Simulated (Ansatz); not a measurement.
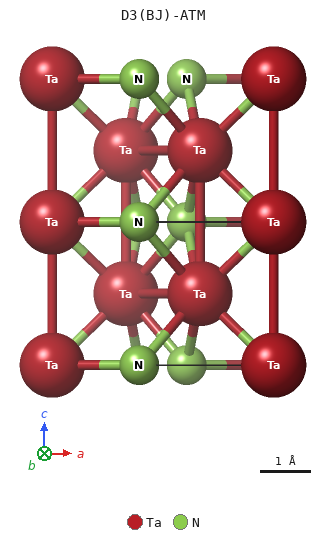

Solid TaN (set up in P-62m), relaxed (cell and atoms) with several dispersion corrections. The picture shows the result with D3(BJ)-ATM. The picture is a ball-and-stick view of the cell of the calculation, repeated 1 × 1 × 2 with one cell outlined, seen along the b axis.

Computed with Ansatz 0.2.0: PBE, Ansatz PAW. Settings: plane-wave cutoff 420 eV; k-point mesh 6 × 6 × 9; occupations fermi-dirac; smearing width 0.05 eV; no spin polarisation; cell and atoms relaxed; force threshold 0.01 eV/Å.

| dispersion correction | volume (Å³/atom) | a (Å) | c (Å) |
| --- | --- | --- | --- |
| D4 | ? | ? | ? |
| D3(BJ)-ATM | 11.332 | 5.197 | 2.907 |
| none | 11.522 | 5.228 | 2.921 |
| D3(BJ) | 11.287 | 5.189 | 2.904 |

### Estimate the missing row from the others, and compare with the calculation.

With D4 the volume falls between D3(BJ)-ATM (11.332) and none (11.522). The calculation gives 11.352 Å³/atom (a = 5.201 Å, c = 2.907 Å). In order of volume: D3(BJ) < D3(BJ)-ATM < D4 < none; the spread is 2.1 %.
